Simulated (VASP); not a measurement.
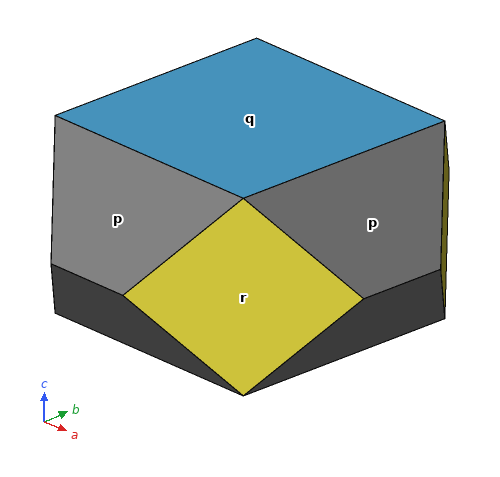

The shape was computed with the Donnay–Harker form of the Bravais–Friedel law: planes with larger spacing d grow more slowly and so show as larger faces; centring, glide planes and screw axes halve or divide d. Faces of one form share a colour. Cell of SnO: space group P4/nmm (No. 129), a = 3.858 Å, b = 3.858 Å, c = 4.908 Å, α = 90.00°, β = 90.00°, γ = 90.00°. Source: coordinates from a relaxation with VASP Kohn-Sham DFT of a periodic cell, optB88-vdW, VASP PAW PBE potentials, recommended (VASP 6.6.1). Forms under 0.4 % of the area are left out.

Give the Miller indices of each colour.

grey (p): {101} (d = 3.03 Å, 45 % of the area); blue (q): {001} (d = 4.91 Å, 33 % of the area); yellow (r): {110} (d = 2.73 Å, 22 % of the area).
